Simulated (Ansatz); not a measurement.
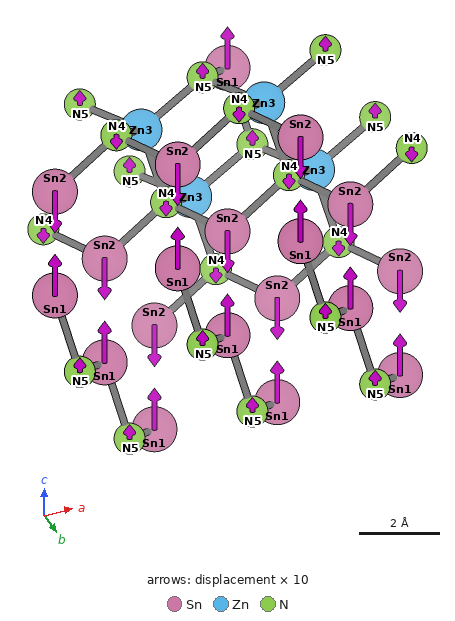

This is a relaxation of crystalline ZnSn2N2 (set up in P-4m2). The starting structure is drawn; purple arrows show the displacements (the part carried along by the change of the cell is left out), magnified 10 times.

The picture is a ball-and-stick view of the atoms within 5.8 Å of the atom that moves most (axes of the cell of the calculation), seen from a free direction.

The run lets cell and atoms move.

Method: Ansatz, Kohn-Sham DFT of a periodic cell, PBEsol, Ansatz PAW.

Input
```yaml
crystal:
  lattice:
    - [3.352326, 0.0, 0.0]
    - [0.0, 3.352326, 0.0]
    - [0.0, 0.0, 8.064209]
  atoms:
    - { symbol: Sn, position: [0.5, 0.5, 0.305827] }
    - { symbol: Sn, position: [0.5, 0.5, 0.694173] }
    - { symbol: Zn, position: [0.0, 0.0, 0.0] }
    - { symbol: "N", position: [0.0, 0.5, 0.85419] }
    - { symbol: "N", position: [0.5, 0.0, 0.14581] }
hamiltonian:
  xc: pbesol
  pseudopotentials: { kind: paw }
kpoints:
  mp_grid: { grid: [8, 8, 4] }
scf:
  occupations: { method: fermi_dirac, width: 0.05 }
output:
  forces: true
  stress: true
  eigenvalues: true
relax:
  f_tol: 0.01
  max_steps: 40
  cell: { stress_tol: 0.05, p_target: 20.0 }
```

Run as
```bash
ansatz run input.yaml --threads 2 --pin off --max-ram 5632MiB --backend cpu --events-out ev --progress --plain --runs-dir out
```

Atoms of which element are displaced furthest, and by how much?

Tin: up to 0.13 Å, against 0.04 Å for nitrogen.

Describe the change and its energy.

The largest moves relative to the cell, 0.13 Å, are those of Sn1 and Sn2. Sn2 goes along −c. Largest moves by element: Sn 0.13 Å, N 0.04 Å. Zn stays in place. The volume changes by −19.9 %, with a = b 3.352 → 3.093 Å (−7.7 %), c 8.064 → 7.586 Å (−5.9 %). Among the contacts that change: Sn1–Sn2 3.132 → 2.693 Å, Zn3–N4 2.047 → 1.928 Å, Sn1–N5 2.115 → 2.018 Å. Bond angles that change, for instance: N5–Sn1–N5 104.8° → 100.1°, Sn1–N5–Sn1 104.8° → 100.1°, Zn3–N5–Zn3 109.9° → 106.7°. The space group stays P-4m2 (No. 115). Over 7 accepted moves (9 points after the start) the energy rises by 116 meV per atom. With the target pressure of 20 GPa, the enthalpy E + pV changes by −334 meV per atom. Largest force component: 0.15 eV/Å at the start, 0.00017 eV/Å at the end. Pressure: −4.40 GPa at the start and 19.99 GPa at the end. The SCF was repeated twice at an unchanged geometry on a basis and grid sized afresh for the cell, which shifted the energy by 3.5 meV per atom at most. Cost: 35 s on 2 threads of Intel(R) Xeon(R) 6975P-C (Granite Rapids), with other jobs on the host, peak memory 0.48 GiB.
